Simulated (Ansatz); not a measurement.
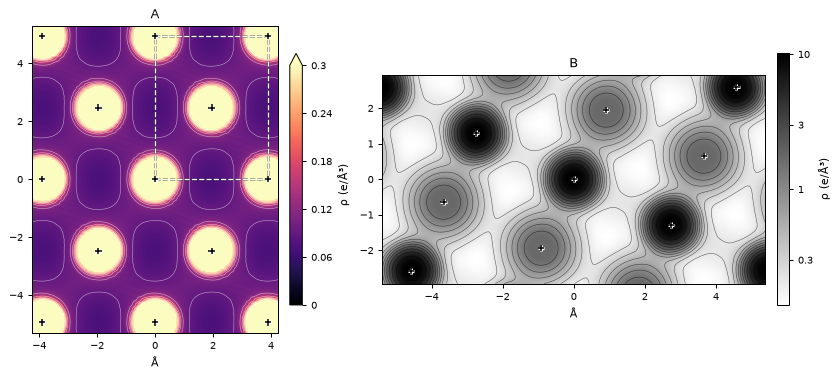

The valence electron density of 2 systems, each on a plane through atoms (crosses mark nuclei in the plane).

All numbers below come from DFT PBEsol, scalar-relativistic, plane waves, PAW in Ansatz.

System 1: Mg, the (101̄) plane of the conventional cell. Space group I4/mmm; a structure from a database of computed crystals, not necessarily the ambient phase.

```
Mg
1.0
     3.90594    0.00000    0.00000
     0.00000    3.90594    0.00000
     0.00000    0.00000    3.03453
Mg
2
Direct
  0.00000 0.00000 0.00000
  0.50000 0.50000 0.50000
```

System 2: TiC, the (11̄0) plane of the calculation cell. Space group Fm-3m; computed without spin polarisation.

```cif
data_structure
_symmetry_space_group_name_H-M 'P 1'
_symmetry_Int_Tables_number 1
_cell_length_a 3.0356
_cell_length_b 3.0356
_cell_length_c 10.0679
_cell_angle_alpha 98.671
_cell_angle_beta 98.671
_cell_angle_gamma 60.000
_cell_volume 79.12
loop_
_atom_site_label
_atom_site_type_symbol
_atom_site_fract_x
_atom_site_fract_y
_atom_site_fract_z
_atom_site_occupancy
Ti1 Ti 0.25000 0.25000 0.75000 1
Ti2 Ti 0.50000 0.50000 0.50000 1
Ti3 Ti 0.00000 0.00000 0.00000 1
Ti4 Ti 0.75000 0.75000 0.25000 1
C1 C 0.87500 0.87500 0.62500 1
C2 C 0.12500 0.12500 0.37500 1
C3 C 0.62500 0.62500 0.87500 1
C4 C 0.37500 0.37500 0.12500 1
```

Which map belongs to which system?

Answer. Panel A is system 1, Mg: the plane holds Mg. Mg–Mg (3.15 Å): the density is about 0.1 e/Å³ at the midpoint. Panel B is system 2, TiC: the plane holds Ti and C. Ti–C (2.15 Å): the density is about 0.53 e/Å³ at the midpoint.
